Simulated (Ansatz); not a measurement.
Zr₈O₁₅: geometry relaxation (part 2 of 3)

Zr₈O₁₅ (defect cell, 23 atoms in the cell); DFT PBE, scalar-relativistic, plane waves, PAW, spin-polarised (Ansatz 0.2.0); cutoff 420 eV, 2×2×2 k-mesh, Gaussian smearing of 0.02 eV, collinear spins. The structure derives from a Materials Project entry. It belongs to a series of runs on one base structure; here: V_O, charge +0, atoms relaxed at the host's cell.

Geometry of the input (Å; fractional positions):
```
-4.2974  0.0000  -5.2918
5.1896  5.2421  -0.0120
5.1896  -5.2421  -0.0120
Zr 0.2127  0.4451  0.4958
Zr 0.2100  0.9452  0.9890
Zr 0.7100  0.4890  0.9452
Zr 0.7100  0.9890  0.4452
Zr 0.2944  0.0140  0.5558
Zr 0.2900  0.5110  0.0548
Zr 0.7900  0.0548  0.0110
Zr 0.7930  0.5605  0.5019
O  0.1500  0.1943  0.0207
O  0.6500  0.0207  0.6943
O  0.6500  0.5207  0.1943
O  0.9755  0.3907  0.1339
O  0.9755  0.8907  0.6339
O  0.5245  0.3661  0.6093
O  0.5245  0.8661  0.1093
O  0.4755  0.1339  0.8907
O  0.4755  0.6339  0.3907
O  0.0245  0.1093  0.3661
O  0.0245  0.6093  0.8661
O  0.3500  0.4793  0.8057
O  0.3500  0.9793  0.3057
O  0.8500  0.8057  0.9793
O  0.8500  0.3057  0.4793
```

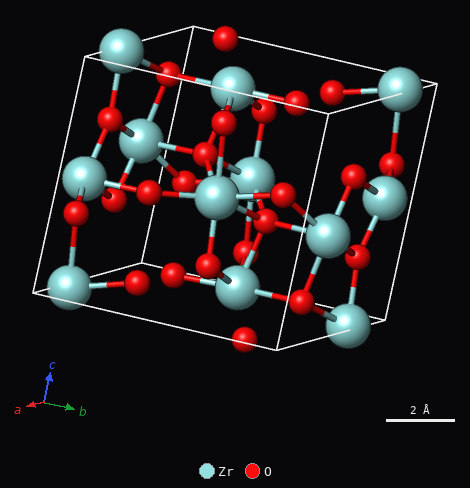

The geometry at step 5 of the log (ball-and-stick view of the cell of the calculation, seen slightly off an axis).

## The program's output, continued
```
SCF iter   1: F=—  HF=-42021.232173 eV  |F-HF|=—  |Δ(HF+E_count)|=         —  Δρ=1.18e-3 (↑9.54e-4 ↓1.18e-3)  dr2=9.80e-3  dr2_m=3.58e-4  M=0.000 μB ∫|m|=0.008 μB  β_m=0.30  ethr=5.86e-5  ⟨swp⟩=3.0  Hψ=1744  notcnv=0  defer=148
preconditioner: auto → Resta (q_TF=auto, 2.536 Å⁻¹)  ε∞=5.8  [insulator: Δε(μ)=0.801 eV  Ē_g=11.074 eV  σ=0.020 eV  W_gap=1.00  n_scr=74 (ndim 8)  ℏωp=24.1 eV  f_vac=0.026  D(μ)=0.00/eV (n_scr^D=0)  ε∞_Penn≈5.8]
spin=Collinear: Resta preconditioning applied to the charge; magnetization (m = ρ↑ − ρ↓) channel mixes plain (no charge-response kernel on spin).
SCF iter   2: F=—  HF=-42021.231050 eV  |F-HF|=—  |Δ(HF+E_count)|=   1.12e-3  Δρ=8.30e-4 (↑6.76e-4 ↓8.30e-4)  dr2=4.79e-3  dr2_m=1.94e-4  M=0.000 μB ∫|m|=0.006 μB  β_m=0.64  ethr=5.27e-6  ⟨swp⟩=1.0  Hψ=1088  notcnv=0  defer=148
SCF iter   3: F=—  HF=-42021.230153 eV  |F-HF|=—  |Δ(HF+E_count)|=   8.98e-4  Δρ=1.98e-4 (↑1.96e-4 ↓1.98e-4)  dr2=3.57e-4  dr2_m=2.62e-6  M=0.000 μB ∫|m|=0.001 μB  β_m=0.58  ethr=2.58e-6  ⟨swp⟩=2.0  Hψ=1359  notcnv=0  defer=148
SCF iter   4: F=—  HF=-42021.230066 eV  |F-HF|=—  |Δ(HF+E_count)|=   8.63e-5  Δρ=5.72e-5 (↑5.72e-5 ↓5.64e-5)  dr2=2.71e-5  dr2_m=5.59e-8  M=0.000 μB ∫|m|=0.000 μB  β_m=0.74  ethr=1.92e-7  ⟨swp⟩=2.0  Hψ=1252  notcnv=0  defer=148
iter 5 did not close the SCF: its close was put off for a magnetic moment that had not settled (scf_convergence_deferred on its scf_iter line)
SCF iter   5: F=-42021.230071 eV  HF=-42021.230071 eV  |F-HF|=2.74e-7  |Δ(HF+E_count)|=   4.89e-6  Δρ=1.43e-5 (↑1.35e-5 ↓1.43e-5)  dr2=2.10e-6  dr2_m=1.33e-8  M=0.000 μB ∫|m|=0.000 μB  β_m=0.80  ethr=2.45e-9  ⟨swp⟩=16.0  Hψ=7827  notcnv=0
SCF iter   6: F=-42021.230072 eV  HF=-42021.230072 eV  |F-HF|=1.49e-7  |Δ(HF+E_count)|=   7.64e-7  Δρ=6.86e-6 (↑6.78e-6 ↓6.86e-6)  dr2=5.04e-7  dr2_m=2.05e-9  M=0.000 μB ∫|m|=0.000 μB  ethr=1.13e-9  ⟨swp⟩=6.0  Hψ=5698  notcnv=0
the starting moments were not kept: the SCF closed with an absolute magnetisation of 3.2e-5 μB, where they sum to 2.001 μB in size (3 sites). That is at most 0.1 of that sum. Measured as dr2_m measures the in/out step, that magnetisation stands 7.2e-11 eV from none, at or under the dr2_threshold of 4.6e-6 eV: it is no larger than a step whose dr2_m would equal this threshold.
SCF 4 converged in 6 iterations: F = -42021.230072 eV  dr2 = 5.04e-7
relax step   4: F+E_penalty+E_count = -42021.23007171 eV  Δ(F+E_penalty+E_count) = -1.160e-2 eV  max|allowed force component| = 4.384e-2 eV/Å  Δτ_max = 0.0223 Å  (6 SCF iters, dr2 threshold 4.55e-6 eV, accepted)
SCF iter   1: F=—  HF=-42021.231295 eV  |F-HF|=—  |Δ(HF+E_count)|=         —  Δρ=3.84e-4 (↑3.64e-4 ↓3.84e-4)  dr2=1.12e-3  dr2_m=1.04e-5  M=0.000 μB ∫|m|=0.001 μB  β_m=0.30  ethr=1.57e-5  ⟨swp⟩=2.0  Hψ=1642  notcnv=0  defer=148
preconditioner: auto → Resta (q_TF=auto, 2.536 Å⁻¹)  ε∞=5.8  [insulator: Δε(μ)=0.783 eV  Ē_g=11.077 eV  σ=0.020 eV  W_gap=1.00  n_scr=74 (ndim 8)  ℏωp=24.1 eV  f_vac=0.026  D(μ)=0.00/eV (n_scr^D=0)  ε∞_Penn≈5.8]
spin=Collinear: Resta preconditioning applied to the charge; magnetization (m = ρ↑ − ρ↓) channel mixes plain (no charge-response kernel on spin).
SCF iter   2: F=—  HF=-42021.231245 eV  |F-HF|=—  |Δ(HF+E_count)|=   4.99e-5  Δρ=2.80e-4 (↑2.67e-4 ↓2.80e-4)  dr2=6.08e-4  dr2_m=5.58e-6  M=0.000 μB ∫|m|=0.001 μB  β_m=0.65  ethr=6.03e-7  ⟨swp⟩=1.0  Hψ=1088  notcnv=0  defer=148
SCF iter   3: F=—  HF=-42021.231220 eV  |F-HF|=—  |Δ(HF+E_count)|=   2.59e-5  Δρ=7.74e-5 (↑7.74e-5 ↓7.73e-5)  dr2=5.96e-5  dr2_m=2.67e-8  M=0.000 μB ∫|m|=0.000 μB  β_m=0.60  ethr=3.27e-7  ⟨swp⟩=2.0  Hψ=1200  notcnv=0  defer=148
SCF iter   4: F=—  HF=-42021.231183 eV  |F-HF|=—  |Δ(HF+E_count)|=   3.65e-5  Δρ=2.39e-5 (↑2.34e-5 ↓2.39e-5)  dr2=5.02e-6  dr2_m=9.05e-9  M=0.000 μB ∫|m|=0.000 μB  β_m=0.75  ethr=3.21e-8  ⟨swp⟩=2.0  Hψ=1220  notcnv=0  defer=148
SCF iter   5: F=—  HF=-42021.231185 eV  |F-HF|=—  |Δ(HF+E_count)|=   1.87e-6  Δρ=7.11e-6 (↑7.01e-6 ↓7.11e-6)  dr2=5.62e-7  dr2_m=1.89e-9  M=0.000 μB ∫|m|=0.000 μB  β_m=0.80  ethr=2.70e-9  ⟨swp⟩=2.0  Hψ=1174  notcnv=0  defer=148
SCF iter   6: F=—  HF=-42021.231185 eV  |F-HF|=—  |Δ(HF+E_count)|=   2.73e-7  Δρ=3.49e-6 (↑3.49e-6 ↓3.49e-6)  dr2=1.24e-7  dr2_m=9.73e-11  M=0.000 μB ∫|m|=0.000 μB  β_m=0.80  ethr=5.38e-11  ⟨swp⟩=13.1  Hψ=6509  notcnv=0
SCF iter   7: F=-42021.231185 eV  HF=-42021.231185 eV  |F-HF|=1.73e-8  |Δ(HF+E_count)|=   2.67e-8  Δρ=1.95e-6 (↑1.95e-6 ↓1.95e-6)  dr2=4.21e-8  dr2_m=3.13e-12  M=0.000 μB ∫|m|=0.000 μB  ethr=5.38e-11  ⟨swp⟩=7.0  Hψ=4808  notcnv=0
the starting moments were not kept: the SCF closed with an absolute magnetisation of 2.6e-6 μB, where they sum to 2.001 μB in size (3 sites). That is at most 0.1 of that sum. Measured as dr2_m measures the in/out step, that magnetisation stands 4.1e-13 eV from none, at or under the dr2_threshold of 1.0e-7 eV: it is no larger than a step whose dr2_m would equal this threshold.
SCF 5 converged in 7 iterations: F = -42021.231185 eV  dr2 = 4.21e-8
relax step   5: F+E_penalty+E_count = -42021.23118516 eV  Δ(F+E_penalty+E_count) = -1.113e-3 eV  max|allowed force component| = 2.548e-2 eV/Å  Δτ_max = 0.0190 Å  (7 SCF iters, accepted)
```

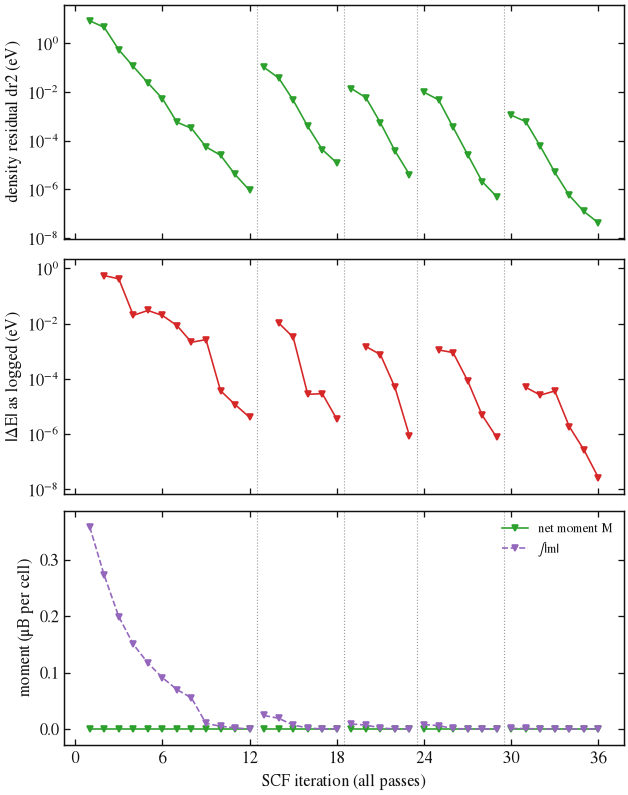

Convergence of the self-consistent field: density residual dr2, size of the energy change and magnetic moment against the SCF iteration. The dotted lines part the SCF passes of the relaxation: geometry steps, rejected trials and re-solves on a re-selected basis. The 5 passes take 5 to 12 iterations each, 36 in all. The net moment stays at 0.0 μB per cell, and ∫|m| falls to zero.

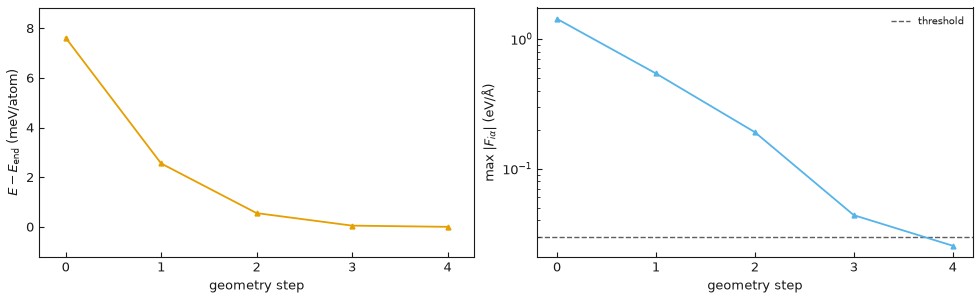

Progress of the relaxation, step by step (the first geometry is step 0 here and step 1 in the log).

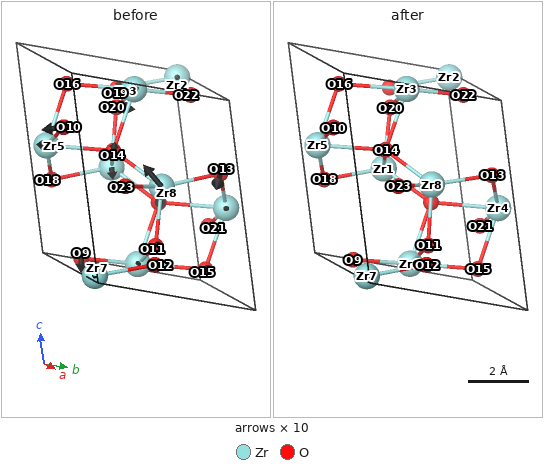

Before (left) and after (right) the relaxation, at one scale (ball-and-stick view of the cell of the calculation, seen slightly off an axis). The black arrows give the displacements, magnified 10 times. Over 4 geometry steps the energy falls by 7.6 meV per atom. The largest force component goes from 1.4 to 0.025 eV/Å. The atom that moves furthest is Zr8 (0.098 Å). Largest moves by element: Zr 0.098 Å, O 0.091 Å. The cell doesn't change. Distances before and after: Zr5–O13 2.292 → 2.195 Å, Zr8–O14 2.241 → 2.160 Å, Zr8–O11 1.990 → 2.044 Å, Zr8–O17 2.263 → 2.317 Å. Among the angles that change: O11–Zr8–O13 106.3° → 100.8°, Zr5–O13–Zr8 100.6° → 105.4°, O14–Zr8–O23 86.1° → 89.8°. (Atoms are counted from 1 in the order of the input.)

```
SCF converged after 7 iterations
Magnetization: 0.0000 μB (93.0000 up, 93.0000 down)
Absolute magnetization: 0.0000 μB (∫|ρ↑−ρ↓|, with the PAW one-centre terms)
Spin contamination: 0.0000 ħ² per cell (⟨S²⟩ above its minimum at these occupations)
Per-site moments (μB) at R_I (Å): [(5.7597007257498627e-8, 0.8466896744184932), (-4.173161641099335e-9, 0.8504943467438993), (6.98471078235038e-9, 0.8482642917034513), (1.3703169180533555e-8, 0.8598985019320832), (-1.7332574396169344e-7, 0.8585067475403135), (2.988588106306437e-9, 0.8500920185385271), (-2.254544460104183e-9, 0.8516195316636923), (1.5621578261459647e-7, 0.8432624978928087), (2.2939811696321726e-10, 0.8500920185385271), (-1.4861673489257727e-8, 0.8516195316636923), (-2.1249129560434316e-8, 0.8432624978928087), (-1.201769498680552e-8, 0.8945723244305941), (1.1723731621784477e-9, 0.8857860865223673), (1.6638576327394217e-8, 0.8889381262206707), (-9.329225389200781e-9, 0.8857809696598872), (1.3654903838550113e-8, 0.8907466108298772), (2.972364639761464e-9, 0.8878166044943187), (3.8039025817609185e-8, 0.8932705218414563), (-1.8761941710081855e-8, 0.8874631434986546), (7.634254422674954e-9, 0.8466896744184932), (2.0708983578181002e-8, 0.8504943467438993), (1.4315611976579762e-9, 0.8482642917034513), (-6.486086002651338e-8, 0.8498479019960198)]
Free energy (F): -42021.231185 eV
Harris-Foulkes:  -42021.231185 eV  (|F-HF|=1.73e-8)
Internal energy: -42021.231185 eV  (E = F + TS)
E sigma→0 (E₀):  -42021.231185 eV
Fermi energy:    13.143301 eV
--- Per-component energies (eV) ---
  E_band       = -858.405642
  E_kinetic    = 5307.382056
  E_local      = -10445.943588  (includes V_loc(G=0)·N_el)
  E_nonlocal   = 1326.145217
  E_hartree    = 3538.111464
  E_xc         = -2414.077534
  E_vxc        = -2957.703638  (∫ρ·V_xc dr)
  E_paw        = -25993.036059  (= ΣΔE_a)
  E_vpaw       = -1164.547734  (= ΣTr[D̂ρ^β])
  E_aug_tail   = 0.037286  (compensation charges beyond the density's cutoff)
  E_ewald      = -13339.850028
  E_smearing   = -0.000000  (= −TS)
  E_closure    = 0.000000  (closes the sum)
  Σ components = -42021.231185   (vs F -42021.231185, Δ=0.00e0)
--- Forces (eV/Å), atoms counted from 1 ---
  atom   1  Zr     0.01245663     0.01076064     0.00367531
  atom   2  Zr     0.00864694    -0.01335058    -0.00186449
  atom   3  Zr     0.00937712    -0.00568374    -0.00509297
  atom   4  Zr     0.00107462     0.00861484     0.00975276
  atom   5  Zr    -0.00758549    -0.01542766     0.01019928
  atom   6  Zr    -0.00887580    -0.00826350    -0.00217003
  atom   7  Zr     0.00131223    -0.00206923    -0.00061460
  atom   8  Zr    -0.01144635     0.00763431     0.00686155
  atom   9  O      0.00039727     0.00726575    -0.00207922
  atom  10  O     -0.00660355     0.00430134    -0.02548201
  atom  11  O      0.00120611    -0.00099902     0.00727770
  atom  12  O     -0.00331125     0.00091043    -0.00561438
  atom  13  O      0.00233926     0.00452538    -0.00231243
  atom  14  O     -0.00352472    -0.00642494    -0.00671950
  atom  15  O     -0.00639825     0.00121294    -0.00483692
  atom  16  O      0.00191701     0.00331605     0.00406784
  atom  17  O     -0.00365435     0.00680152     0.00786189
  atom  18  O     -0.00752560    -0.00505432     0.00491360
  atom  19  O      0.00077637     0.00276608    -0.00458453
  atom  20  O      0.01033711    -0.00769610     0.00611685
  atom  21  O      0.00170506     0.00336353    -0.00137866
  atom  22  O      0.00182633     0.00617229    -0.00166513
  atom  23  O      0.00554908    -0.00264813     0.00369000
  max |Σ_I F_I| component: 2.79e-5 eV/Å
--- Band table (eV; the first three rows and the last of 8) ---
  k-point 0 ↑: bands = ["-37.8021", "-37.7543", "-37.7364", "-37.7194", "-37.6899", "-37.5864", "-37.4710", "-37.2975", "-16.2274", "-16.1772", "-16.1473", "-16.1157", "-16.0932", "-16.0709", "-16.0141", "-15.9968", "-15.9791", "-15.9499", "-15.8974", "-15.8176", "-15.7641", "-15.7366", "-15.7112", "-15.6803", "-15.6562", "-15.6367", "-15.6073", "-15.5993", "-15.5175", "-15.4726", "-15.4144", "-15.2484", "-6.9286", "-6.8533", "-6.8094", "-6.7159", "-6.5096", "-6.4398", "-6.4145", "-6.4048", "-6.1271", "-6.1051", "-6.0642", "-5.9819", "-5.9455", "-5.9133", "-5.8717", "5.3814", "5.4218", "5.5053", "5.5472", "5.8376", "5.8576", "5.9564", "6.0244", "6.0721", "6.1207", "6.1965", "6.3112", "6.3881", "6.4615", "6.6575", "6.7451", "6.8762", "6.9147", "6.9854", "7.0722", "7.1526", "7.2756", "7.3368", "7.4361", "7.6490", "7.7872", "7.8949", "7.9781", "8.0374", "8.0971", "8.1978", "8.4060", "8.4871", "8.5363", "8.6396", "8.7431", "8.7820", "8.8688", "8.9419", "8.9874", "9.0437", "9.1413", "9.1850", "9.2619", "9.3695", "12.7342", "13.6158", "13.8362", "14.0412", "14.1176", "14.3896", "14.4621", "14.5388", "14.6356", "14.8493", "14.8814", "15.0834", "15.2138", "15.2636", "15.3319", "15.3921", "15.5101", "15.5989", "15.6703", "15.7463", "15.9954", "16.1457", "16.4794", "16.6646", "16.7450", "16.7845"]
  k-point 1 ↑: bands = ["-37.8028", "-37.7536", "-37.7367", "-37.7194", "-37.6898", "-37.5863", "-37.4710", "-37.2975", "-16.2499", "-16.2278", "-16.1970", "-16.1653", "-16.1299", "-16.0982", "-16.0043", "-15.9756", "-15.9502", "-15.8822", "-15.8439", "-15.7933", "-15.7517", "-15.7120", "-15.7033", "-15.6808", "-15.6541", "-15.6404", "-15.6109", "-15.5882", "-15.5160", "-15.4686", "-15.4144", "-15.2473", "-7.2223", "-7.0133", "-6.6773", "-6.6000", "-6.5694", "-6.5331", "-6.4581", "-6.4218", "-6.0986", "-6.0639", "-6.0092", "-5.9417", "-5.8751", "-5.8271", "-5.7600", "5.3470", "5.4304", "5.4931", "5.5468", "5.6034", "5.7107", "5.7999", "5.8890", "5.9858", "6.1023", "6.1993", "6.3490", "6.4233", "6.5505", "6.6028", "6.6519", "6.8729", "6.9153", "7.1413", "7.3149", "7.3916", "7.4287", "7.4801", "7.5700", "7.7025", "7.8306", "7.9371", "7.9857", "8.1208", "8.1917", "8.2238", "8.3102", "8.4276", "8.4807", "8.5116", "8.6072", "8.6799", "8.8109", "8.8579", "8.9942", "9.0491", "9.1526", "9.3007", "9.3350", "9.4822", "12.7521", "13.6263", "13.9099", "14.0485", "14.1609", "14.2422", "14.3879", "14.4629", "14.6196", "14.7299", "14.8996", "15.0229", "15.1195", "15.1940", "15.3541", "15.3811", "15.4983", "15.6398", "15.6865", "15.8605", "15.9614", "16.1148", "16.3032", "16.4018", "16.5657", "16.6605"]
  k-point 2 ↑: bands = ["-37.8024", "-37.7560", "-37.7344", "-37.7192", "-37.6900", "-37.5864", "-37.4710", "-37.2975", "-16.2781", "-16.2101", "-16.1815", "-16.1555", "-16.1344", "-16.0915", "-15.9994", "-15.9680", "-15.9419", "-15.8728", "-15.8641", "-15.7990", "-15.7626", "-15.7268", "-15.7141", "-15.6864", "-15.6586", "-15.6376", "-15.6061", "-15.5907", "-15.5172", "-15.4765", "-15.3881", "-15.2459", "-7.2177", "-6.9758", "-6.6493", "-6.6343", "-6.5827", "-6.4775", "-6.4594", "-6.4278", "-6.1165", "-6.0439", "-6.0353", "-5.9627", "-5.8976", "-5.8188", "-5.7831", "5.3843", "5.4393", "5.5235", "5.5659", "5.6638", "5.6952", "5.7863", "5.9064", "5.9839", "6.0810", "6.1680", "6.3016", "6.3915", "6.5575", "6.6299", "6.6778", "6.7790", "6.9269", "7.1091", "7.2970", "7.3493", "7.4554", "7.5628", "7.6959", "7.7739", "7.8789", "7.9496", "7.9850", "8.1394", "8.1835", "8.2677", "8.3179", "8.4137", "8.4636", "8.5422", "8.5755", "8.6989", "8.7423", "8.8383", "8.9242", "8.9870", "9.1186", "9.2625", "9.3842", "9.3981", "12.5484", "13.5345", "13.8774", "14.0666", "14.2126", "14.2887", "14.4312", "14.4926", "14.7161", "14.7723", "14.8761", "14.9672", "15.0776", "15.2103", "15.2971", "15.4117", "15.5061", "15.6079", "15.7059", "15.8658", "15.9473", "16.1411", "16.2297", "16.4349", "16.5793", "16.7562"]
```
